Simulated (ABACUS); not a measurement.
**Geometry relaxation of Ge (part 1 of 2)**

Ge (Fd-3m, 2 atoms in the cell), computed with Kohn-Sham DFT of a periodic cell, PBE, PseudoDojo NC SR 0.4.1 PBE standard, no spin polarisation (ABACUS 3.10.1).

The structure derives from an entry of the Crystallography Open Database.

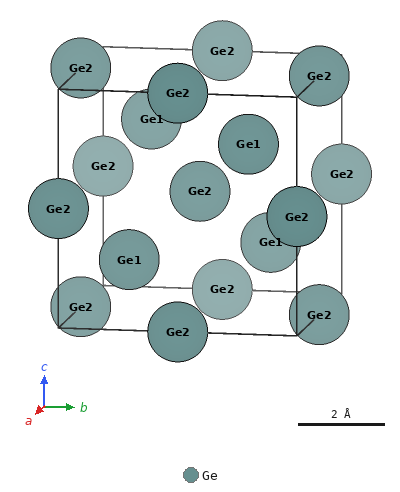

The starting structure (spheres-only view of the cell 4 times as large as that of the calculation, set on its symmetry axes, seen slightly off an axis; atoms are numbered from 1 in the order of the input).

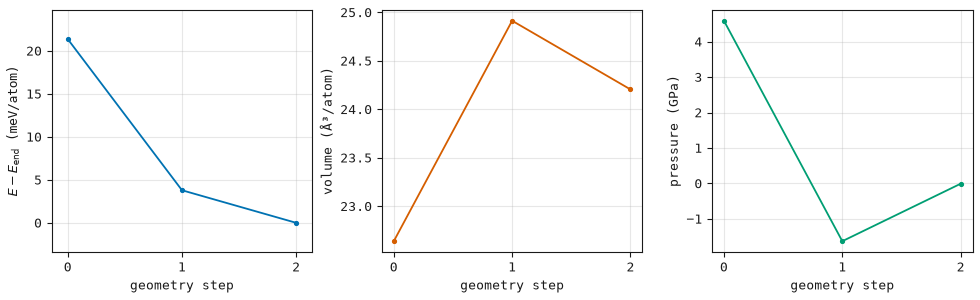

Progress of the relaxation, step by step (steps are counted from 0).

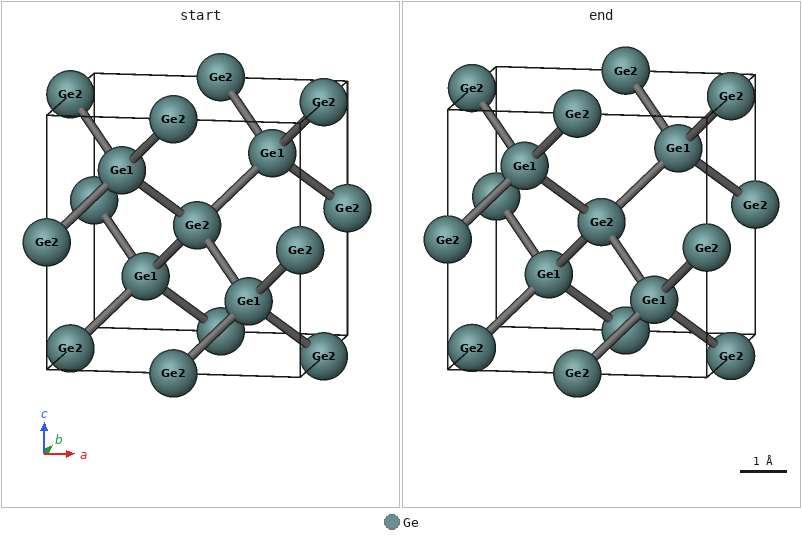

Before (left) and after (right) the relaxation, at one scale (ball-and-stick view of the cell 4 times as large as that of the calculation, set on its symmetry axes, seen slightly off an axis). After 2 geometry steps the energy has fallen by 21.4 meV per atom. All forces vanish by symmetry, so only the cell relaxes. The pressure goes from 4.59 to −0.01 GPa. The atoms keep their places relative to the cell (all moves are under 0.005 Å). Cell: a = b = c 5.658 → 5.785 Å (+2.3 %). Volume +6.9 %. Distances before and after: Ge1–Ge2 2.450 → 2.505 Å. The space group stays Fd-3m (No. 227). (Atoms are counted from 1 in the order of the input.)

These pictures come from the run below.

Input file
```
INPUT_PARAMETERS
suffix              Ge
calculation         cell-relax
basis_type          lcao
pseudo_dir          ./
orbital_dir         ./
symmetry            1
dft_functional      pbe
ecutwfc             100
pseudo_rcut         10
nspin               1
nbands              18
ks_solver           genelpa
smearing_method     fd
smearing_sigma      0.00367493
scf_thr             1e-07
scf_nmax            100
mixing_type         broyden
mixing_beta         0.7
cal_force           1
cal_stress          1
out_mul             1
relax_nmax          60
force_thr_ev        0.01
relax_method        cg
out_stru            1
stress_thr          0.2
```

File STRU
```
ATOMIC_SPECIES
Ge 72.6300 Ge.upf

NUMERICAL_ORBITAL
Ge_confined-atom_7au_2s2p2d.orb

LATTICE_CONSTANT
7.5601949712

LATTICE_VECTORS
0.0000000000 0.7071067812 0.7071067812
0.7071067812 0.0000000000 0.7071067812
0.7071067812 0.7071067812 0.0000000000

ATOMIC_POSITIONS
Cartesian

Ge
0.0
2
1.0606601718 1.0606601718 1.0606601718 1 1 1
0.7071067812 0.7071067812 0.7071067812 1 1 1
```

File KPT
```
K_POINTS
0
Gamma
7 7 7 0 0 0
```

Launch command:
```bash
OMP_NUM_THREADS=1 mpirun -np 4 abacus > log
```

Output
```
ABACUS v3.10.1

               Atomic-orbital Based Ab-initio Computation at UStc

 ------------------------------------------------------------------------------------

 READING GENERAL INFORMATION
                           global_out_dir = OUT.Ge/
                           global_in_card = INPUT
                               pseudo_dir = ./
                              orbital_dir = ./
                                    DSIZE = 4
                                    GSIZE = 1

 READING UNITCELL INFORMATION
                                    ntype = 1
                  lattice constant (Bohr) = 7.56019
              lattice constant (Angstrom) = 4.00068

 READING ATOM TYPE 1
                               atom label = Ge
                      L=0, number of zeta = 2
                      L=1, number of zeta = 2
                      L=2, number of zeta = 2
             number of atom for this type = 2

                        TOTAL ATOM NUMBER = 2
CARTESIAN COORDINATES ( UNIT =       7.560194971200 Bohr ).
    atom                   x                   y                   z     mag                  vx                  vy                  vz
tauc_Ge1            1.0606601718        1.0606601718        1.0606601718  0.0000        0.0000000000        0.0000000000        0.0000000000
tauc_Ge2            0.7071067812        0.7071067812        0.7071067812  0.0000        0.0000000000        0.0000000000        0.0000000000

                          Volume (Bohr^3) = 305.551
                             Volume (A^3) = 45.278

 Lattice vectors: (Cartesian coordinate: in unit of a_0)
                   +0           +0.707107           +0.707107
            +0.707107                  +0           +0.707107
            +0.707107           +0.707107                  +0
 Reciprocal vectors: (Cartesian coordinate: in unit of 2 pi/a_0)
            -0.707107           +0.707107           +0.707107
            +0.707107           -0.707107           +0.707107
            +0.707107           +0.707107           -0.707107
 The esolver type has been set to : ksdft_lcao

                PAO radial cut off (Bohr) = 10

 Read in pseudopotential file is Ge.upf
                     pseudopotential type = NC
          exchange-correlation functional = PBE
                 nonlocal core correction = 1
                        valence electrons = 14
                                     lmax = 2
                           number of zeta = 3
                     number of projectors = 6
                           L of projector = 0
                           L of projector = 0
                           L of projector = 1
                           L of projector = 1
                           L of projector = 2
                           L of projector = 2
     initial pseudo atomic orbital number = 18

 SETUP THE ELECTRONS NUMBER
            electron number of element Ge = 14
      total electron number of element Ge = 28
            AUTOSET number of electrons:  = 28
                           occupied bands = 14
                                   NLOCAL = 36
                                   NBANDS = 18
                                   NBANDS = 18
                                   NLOCAL = 36

%%%%%%%%%%%%%%%%%%%%%%%%%%%%%%%%%%%%%%%%%%%%%%%%%%%%%%%%%%%%%%%%%%%%%%%%%%%%%%%%%%%%%%%%%%%%%%%%%%%%%%%%%%
 Warning: the number of valence electrons in pseudopotential > 4 for Ge: [Ar] 3d10 4s2 4p2
 Pseudopotentials with additional electrons can yield (more) accurate outcomes, but may be less efficient.
 If you're confident that your chosen pseudopotential is appropriate, you can safely ignore this warning.
%%%%%%%%%%%%%%%%%%%%%%%%%%%%%%%%%%%%%%%%%%%%%%%%%%%%%%%%%%%%%%%%%%%%%%%%%%%%%%%%%%%%%%%%%%%%%%%%%%%%%%%%%%

 SETUP THE PLANE WAVE BASIS
 energy cutoff for charge/potential (unit:Ry) = 400
            fft grid for charge/potential = [ 50, 50, 50 ]
                        fft grid division = [ 5, 5, 5 ]
        big fft grid for charge/potential = [ 10, 10, 10 ]
                                     nbxx = 300
                                     nrxx = 37500

 SETUP PLANE WAVES FOR CHARGE/POTENTIAL
                    number of plane waves = 41151
                         number of sticks = 1573

 PARALLEL PW FOR CHARGE/POTENTIAL
     PROC   COLUMNS(POT)             PW
        1            394          10289
        2            393          10287
        3            393          10288
        4            393          10287
 --------------- sum -------------------
        4           1573          41151
                            number of |g| = 388
                                  max |g| = 578
                                  min |g| = 0

----------- Double Check Mixing Parameters Begin ------------
mixing_type: broyden
mixing_beta: 0.7
mixing_gg0: 1
mixing_gg0_min: 0.1
mixing_ndim: 8
----------- Double Check Mixing Parameters End ------------

 LATTICE VECTORS: (CARTESIAN COORDINATE: IN UNIT OF A0)
                   +0           +0.707107           +0.707107
            +0.707107                  +0           +0.707107
            +0.707107           +0.707107                  +0
                       right hand lattice = 1
                                   NORM_A = 1
                                   NORM_B = 1
                                   NORM_C = 1
                           ALPHA (DEGREE) = 60
                           BETA  (DEGREE) = 60
                           GAMMA (DEGREE) = 60

 The lattice vectors have been changed (STRU_SIMPLE.cif)

(for optimal symmetric configuration:)
                             BRAVAIS TYPE = 3
                     BRAVAIS LATTICE NAME = 03. Cubic F (face-centered)
                                    ibrav = 3
                                    IBRAV = 3
                                  BRAVAIS = FACE CENTERED CUBIC
                       LATTICE CONSTANT A = 1.41421
Original cell was already a primitive cell.
                        ROTATION MATRICES = 48
              PURE POINT GROUP OPERATIONS = 24
                   SPACE GROUP OPERATIONS = 48
                                       C2 = 3
                                       C3 = 8
                                       C4 = 0
                                       C6 = 0
                                       S1 = 6
                                       S3 = 0
                                       S4 = 6
                                       S6 = 0
                              POINT GROUP = T_d
               POINT GROUP IN SPACE GROUP = O_h

 SETUP K-POINTS
                                    nspin = 1
                   Input type of k points = Monkhorst-Pack(Gamma)
                                   nkstot = 343
                       right hand lattice = 1
(for reciprocal lattice: )
                             BRAVAIS TYPE = 2
                     BRAVAIS LATTICE NAME = 02. Cubic I (body-centered)
                                    ibrav = 2
                       right hand lattice = 1
(for k-lattice: )
                             BRAVAIS TYPE = 2
                     BRAVAIS LATTICE NAME = 02. Cubic I (body-centered)
                                    ibrav = 2
                       right hand lattice = 1
                        ROTATION MATRICES = 48
                               nkstot_ibz = 20
K-POINTS REDUCTION ACCORDING TO SYMMETRY
     IBZ    DIRECT_X    DIRECT_Y    DIRECT_Z  WEIGHT  ibz2bz
       1  0.00000000  0.00000000  0.00000000  0.0029       0
       2  0.14285714  0.14285714  0.14285714  0.0233       1
       3  0.28571429  0.28571429  0.28571429  0.0233       2
       4  0.42857143  0.42857143  0.42857143  0.0233       3
       5  0.14285714  0.14285714  0.00000000  0.0175       8
       6  0.28571429  0.14285714  0.28571429  0.0700       9
       7  0.42857143  0.28571429  0.42857143  0.0700      10
       8 -0.42857143  0.42857143  0.42857143  0.0700      11
       9  0.42857143  0.28571429  0.28571429  0.0700      12
      10  0.28571429  0.14285714  0.14285714  0.0350      13
      11  0.28571429  0.28571429  0.00000000  0.0175      16
      12  0.42857143  0.42857143  0.14285714  0.0700      17
      13 -0.28571429  0.42857143  0.42857143  0.0700      18
      14 -0.42857143  0.28571429  0.28571429  0.0350      19
      15  0.42857143  0.42857143  0.00000000  0.0175      24
      16 -0.14285714  0.42857143  0.42857143  0.0350      25
      17  0.42857143  0.28571429  0.14285714  0.0700      66
      18 -0.42857143  0.42857143  0.28571429  0.1399      67
      19 -0.42857143  0.42857143  0.14285714  0.0700      74
      20 -0.28571429  0.42857143  0.28571429  0.0700      75

                               nkstot now = 20
[... K-POINTS DIRECT COORDINATES: 20 rows ...]

           k-point number in this process = 20
       minimum distributed K point number = 20
[... stars of the k points ...]

[... K-POINTS CARTESIAN COORDINATES: 20 rows ...]

[... K-POINTS DIRECT COORDINATES: 20 rows ...]

 SETUP PLANE WAVES FOR WAVE FUNCTIONS
     energy cutoff for wavefunc (unit:Ry) = 100
              fft grid for wave functions = [ 50, 50, 50 ]
                    number of plane waves = 6567
                         number of sticks = 463

 PARALLEL PW FOR WAVE FUNCTIONS
     PROC   COLUMNS(POT)             PW
        1            115           1642
        2            115           1642
        3            116           1642
        4            117           1641
 --------------- sum -------------------
        4            463           6567

 SET NONLOCAL PSEUDOPOTENTIAL PROJECTORS
 max number of nonlocal projetors among all species is 6

 -------------------------------------------
 STEP OF RELAXATION : 1
 -------------------------------------------

 SETUP SEARCHING RADIUS FOR PROGRAM TO SEARCH ADJACENT ATOMS
                  longest orb rcut (Bohr) = 7
   longest nonlocal projector rcut (Bohr) = 1.94
                     search radius (Bohr) = 17.9
              searching radius is (Bohr)) = 17.9
         searching radius unit is (Bohr)) = 7.56
                         PeriodicBoundary = 1
                        Radius(unit:lat0) = 2.37
                                   glayer = [ 4, 4, 4 ]
                             glayer_minus = [ 3, 3, 3 ]

Find the coordinate range of the input atom(unit:lat0).
                                  min_tau = [ -3.54, -3.54, -3.54 ]
                                  max_tau = [ 5.3, 5.3, 5.3 ]
                                BoxNumber = [ 7, 7, 7 ]

 SETUP EXTENDED REAL SPACE GRID FOR GRID INTEGRATION
                          real space grid = [ 50, 50, 50 ]
                 big cell numbers in grid = [ 10, 10, 10 ]
             meshcell numbers in big cell = [ 5, 5, 5 ]
                        extended fft grid = [ 12, 12, 12 ]
                dimension of extened grid = [ 35, 35, 35 ]
                            UnitCellTotal = 125
              Atom number in sub-FFT-grid = 2
    Local orbitals number in sub-FFT-grid = 36
                                ParaV.nnr = 23814
                                 init_chg = atomic

 LCAO ALGORITHM --------------- ION=   1  ELEC=   1--------------------------------

 Density error is 0.0346160433103
----------------------------------------------------------
     Energy           Rydberg                 eV
----------------------------------------------------------
 E_KohnSham     -357.2667970947      -4860.8641466973
 E_Harris       -356.7990888179      -4854.5006491321
 E_Fermi        0.6862816517         9.3373408964
----------------------------------------------------------

 LCAO ALGORITHM --------------- ION=   1  ELEC=   2--------------------------------

 Density error is 0.0119079226933
----------------------------------------------------------
     Energy           Rydberg                 eV
----------------------------------------------------------
 E_KohnSham     -357.2670972311      -4860.8682302636
 E_Harris       -356.9785060375      -4856.9417456381
 E_Fermi        0.6998530752         9.5219895858
----------------------------------------------------------

 LCAO ALGORITHM --------------- ION=   1  ELEC=   3--------------------------------

 Density error is 0.00111238472903
----------------------------------------------------------
     Energy           Rydberg                 eV
----------------------------------------------------------
 E_KohnSham     -357.2671948465      -4860.8695583892
 E_Harris       -357.2089396345      -4860.0769555669
 E_Fermi        0.7084454073         9.6388942609
----------------------------------------------------------

 LCAO ALGORITHM --------------- ION=   1  ELEC=   4--------------------------------

 Density error is 0.000240251059659
----------------------------------------------------------
     Energy           Rydberg                 eV
----------------------------------------------------------
 E_KohnSham     -357.2671996713      -4860.8696240330
 E_Harris       -357.2594945976      -4860.7647911275
 E_Fermi        0.7095435605         9.6538354022
----------------------------------------------------------

 LCAO ALGORITHM --------------- ION=   1  ELEC=   5--------------------------------

 Density error is 1.72417902752e-05
----------------------------------------------------------
     Energy           Rydberg                 eV
----------------------------------------------------------
 E_KohnSham     -357.2671998427      -4860.8696263661
 E_Harris       -357.2656717583      -4860.8488357109
 E_Fermi        0.7097908436         9.6571998611
----------------------------------------------------------

 LCAO ALGORITHM --------------- ION=   1  ELEC=   6--------------------------------

 Density error is 1.23808263554e-05
----------------------------------------------------------
     Energy           Rydberg                 eV
----------------------------------------------------------
 E_KohnSham     -357.2671998422      -4860.8696263588
 E_Harris       -357.2661394010      -4860.8551983158
 E_Fermi        0.7097982931         9.6573012165
----------------------------------------------------------

 LCAO ALGORITHM --------------- ION=   1  ELEC=   7--------------------------------

 Density error is 1.40546245562e-07
```
